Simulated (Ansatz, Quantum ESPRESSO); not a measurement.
**KCl (Sylvite): the LO frequency by hand**

Wanted: the LO mode of KCl (Sylvite) from the TO mode and the field response.

Main program and level: Quantum ESPRESSO 7.5; DFT PBE, scalar-relativistic, plane waves, PseudoDojo norm-conserving pseudopotentials.

## Step 1: The relaxed structure

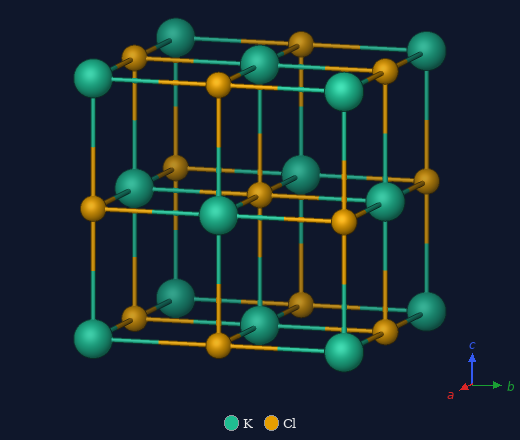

Start, viewed slightly off an axis; potassium teal, chlorine orange. This picture shows the conventional cell, with its axes. Some periodic images of atoms are drawn too.

This is the cell after its relaxation at this level of theory, not the database cell from which that began.

## Step 2: What the response run gave

A linear-response run on the relaxed cell, with the response to an electric field; only its zone-centre results are used. Cutoff 74 Ry, k mesh 6×6×6.

The program printed:

```text
[banners, grids, parts of the stress and lines that vanish by symmetry left out]
Program PHONON v.7.5
     Reading xml data from directory:

[...]
Exchange-correlation= PBE
                           (   1   4   3   4   0   0   0)
[...]
(   3 q-points):
[...]
kinetic-energy cut-off    =      74.0000  Ry
     charge density cut-off    =     296.0000  Ry
     convergence threshold     =      1.0E-18
[...]
Exchange-correlation= PBE
                           (   1   4   3   4   0   0   0)
[...]
q = (   0.0000000   0.0000000   0.0000000 )
     49 Sym.Ops. (with q -> -q+G )
     G cutoff = 1089.8664  (  37509 G-vectors)     FFT grid: ( 48, 48, 48)
     number of k points=    16
[...]
Mode symmetry, O_h (m-3m)  point group:
[...]
Dielectric constant
[...]
End of electric fields calculation
          Dielectric constant in cartesian axis
          (       2.284456478      -0.000000000      -0.000000000 )
          (      -0.000000000       2.284456478       0.000000000 )
          (      -0.000000000       0.000000000       2.284456478 )
          Effective charges (d Force / dE) in cartesian axis without acoustic sum rule applied (asr)
           atom    1  K     Mean Z*:        1.12957
      Ex  (        1.12957        0.00000        0.00000 )
      Ey  (       -0.00000        1.12957        0.00000 )
      Ez  (        0.00000        0.00000        1.12957 )
           atom    2  Cl    Mean Z*:       -1.13080
      Ex  (       -1.13080        0.00000        0.00000 )
      Ey  (        0.00000       -1.13080        0.00000 )
      Ez  (        0.00000        0.00000       -1.13080 )
          Effective charges Sum: Mean:       -0.00124
[...]
Effective charges (d Force / dE) in cartesian axis with asr applied:
           atom    1  K     Mean Z*:        1.13018
[...]
atom    2  Cl    Mean Z*:       -1.13018
[...]
Representation #   1 modes #   1   2   3
[...]
End of self-consistent calculation
     Convergence has been achieved
     Representation #   2 modes #   4   5   6
[...]
End of self-consistent calculation
     Convergence has been achieved
[...]
Dielectric constant in cartesian axis
          (       2.284456478      -0.000000000      -0.000000000 )
          (      -0.000000000       2.284456478       0.000000000 )
          (      -0.000000000       0.000000000       2.284456478 )
          Effective charges (d Force / dE) in cartesian axis without acoustic sum rule applied (asr)
           atom    1  K     Mean Z*:        1.12957
[...]
q = (    0.000000000   0.000000000   0.000000000 )
[...]
freq (    1) =      -0.065145 [THz] =      -2.172995 [cm-1]
     freq (    2) =      -0.065145 [THz] =      -2.172995 [cm-1]
     freq (    3) =      -0.065145 [THz] =      -2.172995 [cm-1]
     freq (    4) =       3.763366 [THz] =     125.532361 [cm-1]
     freq (    5) =       3.763366 [THz] =     125.532361 [cm-1]
     freq (    6) =       3.763366 [THz] =     125.532361 [cm-1]
[...]
Mode symmetry, O_h (m-3m)  point group:
     freq (   1-   3) =         -2.2  [cm-1]   --> T_1u G_15  G_4- I
     freq (   4-   6) =        125.5  [cm-1]   --> T_1u G_15  G_4- I
[...]
Mode symmetry, D_3d (-3m)  point group:
[...]
Representation #   1 mode #   1
[...]
End of self-consistent calculation
     Convergence has been achieved
     Representation #   2 modes #   2   3
[...]
End of self-consistent calculation
     Convergence has been achieved
     Representation #   3 mode #   4
[...]
Convergence has been achieved
     Representation #   4 modes #   5   6
[...]
Convergence has been achieved
[...]
q = (    0.500000000  -0.500000000   0.500000000 )
[...]
freq (    1) =       2.748325 [THz] =      91.674270 [cm-1]
     freq (    2) =       2.748325 [THz] =      91.674270 [cm-1]
     freq (    3) =       2.996428 [THz] =      99.950095 [cm-1]
     freq (    4) =       2.996428 [THz] =      99.950095 [cm-1]
     freq (    5) =       4.293816 [THz] =     143.226292 [cm-1]
     freq (    6) =       4.389431 [THz] =     146.415665 [cm-1]
[...]
Mode symmetry, D_3d (-3m)  point group:
     freq (   1-   2) =         91.7  [cm-1]   --> E_u  L_3'
     freq (   3-   4) =        100.0  [cm-1]   --> E_g  L_3
     freq (   5-   5) =        143.2  [cm-1]   --> A_1g L_1
     freq (   6-   6) =        146.4  [cm-1]   --> A_2u L_2'
[...]
Mode symmetry, D_4h(4/mmm) point group:
[...]
Representation #   1 mode #   1
[...]
Convergence has been achieved
     Representation #   2 mode #   2
[...]
Convergence has been achieved
     Representation #   3 modes #   3   4
[...]
End of self-consistent calculation
     Convergence has been achieved
     Representation #   4 modes #   5   6
[...]
End of self-consistent calculation
     Convergence has been achieved
[...]
q = (    0.000000000  -1.000000000   0.000000000 )
[...]
freq (    1) =       1.786354 [THz] =      59.586364 [cm-1]
     freq (    2) =       1.786354 [THz] =      59.586364 [cm-1]
     freq (    3) =       3.208486 [THz] =     107.023558 [cm-1]
     freq (    4) =       3.888335 [THz] =     129.700884 [cm-1]
     freq (    5) =       3.888335 [THz] =     129.700884 [cm-1]
     freq (    6) =       4.079709 [THz] =     136.084441 [cm-1]
[...]
Mode symmetry, D_4h(4/mmm) point group:
     freq (   1-   2) =         59.6  [cm-1]   --> E_u  X_5' M_5'
     freq (   3-   3) =        107.0  [cm-1]   --> A_2u X_4' M_4'
     freq (   4-   5) =        129.7  [cm-1]   --> E_u  X_5' M_5'
     freq (   6-   6) =        136.1  [cm-1]   --> A_2u X_4' M_4'

   JOB DONE.
```

```tsv
quantity	value
cell volume Ω (Å³)	64.924
mass of K (u)	39.098
mass of Cl (u)	35.450
Born charge of K, raw (e)	1.130
Born charge of Cl, raw (e)	-1.131
ε∞	2.284
ω(TO) after the sum rule (cm⁻¹)	125.5
```

## Step 3: The calculation

The charges must sum to zero over the cell; taking off their mean, -0.001 e, leaves Z* = 1.130 e on K. In the polar mode K moves against Cl, so the reduced mass is μ = 39.10 × 35.45 / 74.55 = 18.592 u.

A longitudinal wave builds up a field that adds to the restoring force: ω(LO)² = ω(TO)² + 4π Z*² / (μ Ω ε∞), in Hartree atomic units. With μ = 33892 electron masses and Ω = 438.13 bohr³ the second term is 4.7319e-07 Ha², or 22793 cm⁻² (1 Ha = 219474.6 cm⁻¹).

So ω(LO) = √(15763 + 22793) = 196.4 cm⁻¹, and by the Lyddane-Sachs-Teller relation ε₀ = ε∞ (ω(LO)/ω(TO))² = 5.59.

## Step 4: Check against the program

The analysis program adds the same non-analytic term to the full matrix, here for q along (1 0 0).

The program printed:

```text
[banner, memory and clock lines left out]
Program DYNMAT v.7.5

     Reading Dynamical Matrix from file x.dyn1
     ...Force constants read
     ...epsilon and Z* read

     Polarizability (A^3 units)
     multiply by 0.700206 for Clausius-Mossotti correction
         6.636130   -0.000000   -0.000000
        -0.000000    6.636130    0.000000
        -0.000000    0.000000    6.636130

     IR activities are in (D/A)^2/amu units

# mode   [cm-1]    [THz]      IR
    1     -0.00   -0.0000    0.0000
    2      0.00    0.0000    0.0000
    3      0.00    0.0000    0.0000
    4    125.55    3.7640    1.5850
    5    125.55    3.7640    1.5850
    6    196.36    5.8866    1.5850
```

ε₀ comes from the program's run without a direction of q.

```tsv
quantity	by hand	program
ω(LO) (cm⁻¹)	196.4	196.4
ε₀	5.59	5.59
```

## Step 5: Results

| Property | Result |
| --- | --- |
| TO mode | 125.5 cm⁻¹ |
| LO mode | 196.4 cm⁻¹ |
| static dielectric constant | 5.588 |

**Reading.** The LO mode of KCl (Sylvite) lies at 196 cm⁻¹, 71 cm⁻¹ above the TO mode; the formula meets the program within 0.1 cm⁻¹, as it must for a cubic crystal with one polar mode. ω(LO)² − ω(TO)² goes with Z*²/ε∞: an error of 5 % in ε∞ would move the LO mode by 2.8 cm⁻¹, and semilocal functionals tend to overestimate ε∞. These are harmonic values at zero temperature, at the volume of this functional, for the structure held cubic; stability elsewhere in the zone is no part of this calculation.

[Host names and launcher messages were left out of these logs when they were recorded.]

[Logs are printed without paths, hosts, clocks, repeated set-up lines and the standing remarks that a program may print on its own settings, such as how far it seeks lower states.]

[Hosts, paths, dates, database ids (printed as entryN), source tags and the programs' standing remarks are cut or masked in the printed files.]
